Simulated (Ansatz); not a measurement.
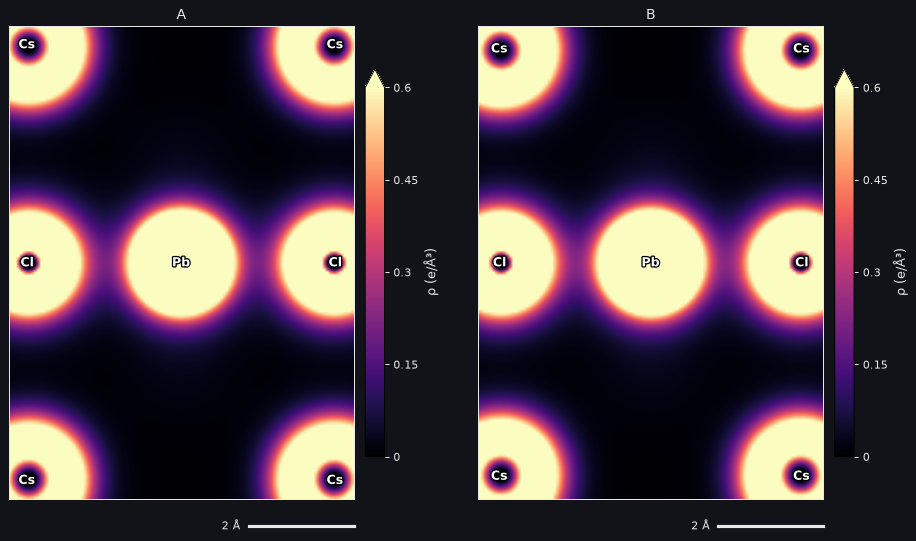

CsPbCl3. The valence pseudo-density of two cells that differ in size, on the (011̄) plane of each (indices in the axes of the calculation cell), at one length scale and on one colour scale: A has 40.0 Å³ an atom and B 37.7.

Space group Pm-3m.

Method: Ansatz 0.2.0, DFT PBE, scalar-relativistic, plane waves, PAW.

The density is the valence pseudo-density of a PAW calculation; it isn't the true density close to the nuclei.

The larger cell:

```yaml
crystal:
  lattice:
    - [5.84776, 0.00000, 0.00000]
    - [0.00000, 5.84776, 0.00000]
    - [0.00000, 0.00000, 5.84776]
  atoms:
    - { symbol: Cs, position: [0.00000, 0.00000, 0.00000] }
    - { symbol: Pb, position: [0.50000, 0.50000, 0.50000] }
    - { symbol: Cl, position: [0.50000, 0.50000, 0.00000] }
    - { symbol: Cl, position: [0.00000, 0.50000, 0.50000] }
    - { symbol: Cl, position: [0.50000, 0.00000, 0.50000] }
```

The smaller cell: a = 5.735 Å, b = 5.735 Å, c = 5.735 Å, α = 90.00°, β = 90.00°, γ = 90.00°.

What changes from the larger cell to the smaller?

Answer. From the larger cell to the smaller, Cs–Cl goes from 4.13 to 4.06 Å, and the density at its midpoint from 0.02 to 0.02 e/Å³; Pb–Cl goes from 2.92 to 2.87 Å, and the density at its midpoint from 0.21 to 0.23 e/Å³; the pressure goes from −1.1 to 0.0 GPa; the Kohn–Sham gap goes from 2.4 eV to 2.2 eV.
